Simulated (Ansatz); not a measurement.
Run report: Cu, geometry relaxation

The run: geometry relaxation of Cu (1 atom in the cell). Method and program: DFT, LDA, dispersion d3bjatm, plane waves, PAW (Ansatz 0.2.0).

The structure derives from a Materials Project entry.

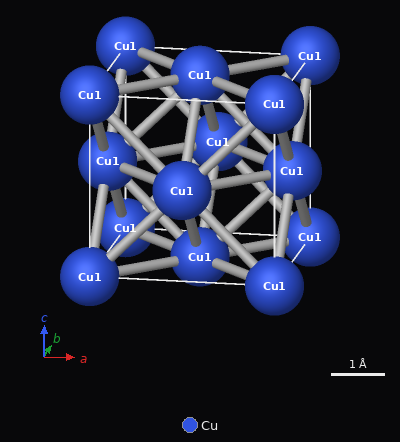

Figure 1. The input geometry (ball-and-stick view of the cell 4 times as large as that of the calculation, set on its symmetry axes, seen slightly off an axis; atoms are numbered from 1 in the order of the input). Near neighbours in the crystal (not all of them lie inside the picture): Cu has 12 Cu at 2.53 Å.

### The input
```yaml
crystal:
  lattice:
    - [0.0, 1.78871534, 1.78871534]
    - [1.78871534, 0.0, 1.78871534]
    - [1.78871534, 1.78871534, 0.0]
  atoms:
    - { symbol: Cu, position: [0.0, 0.0, 0.0] }
basis:
  ecutwfc: 420
kpoints:
  mp_grid: { grid: [20, 20, 20] }
hamiltonian:
  xc: lda
  dispersion: d3bjatm
scf:
  occupations: { method: tetrahedron_uncorrected }
  algorithm: direct_min
output:
  forces: true
  eigenvalues: true
  stress: true
relax:
  adjacent_minimum: "off"
  f_tol: 0.005
  max_steps: 80
  cell: { stress_tol: 0.05 }
```

Machine: 4 threads of Intel Xeon @ 2.70GHz, 189 GiB of memory available, shared host.

Launch command:
```bash
ansatz run input.yaml --threads 4 --pin off --max-ram 8192MiB --backend cpu --events-out ev --progress --plain --runs-dir out
```

### Output
```
Error: inconsistent input (scf.algorithm, scf.occupations.method): direct minimisation with tetrahedron occupations — the free energy that is minimised is that of smeared or fixed occupations, and a tetrahedron fill has neither; use a smearing scheme or fixed occupations, or the default algorithm without scf.convergence.dm_fallback
```

### Outcome

```tsv
quantity	value
outcome	refused by the program
space group (tolerance 0.01 Å)	Fm-3m (225)
```

### What went wrong

Settings chosen away from the usual ones: scf.algorithm set to direct_min; scf.occupations.width removed; scf.occupations.method set to tetrahedron_uncorrected (from gaussian); hamiltonian.dispersion set to d3bjatm. The program refused the input: “inconsistent input (scf.algorithm, scf.occupations.method): direct minimisation with tetrahedron occupations — the free energy that is minimised is that of smeared or fixed occupations, and a tetrahedron fill has neither; use a smearing scheme or fixed occupations, or the default algorithm without scf.convergence.dm_fallback”
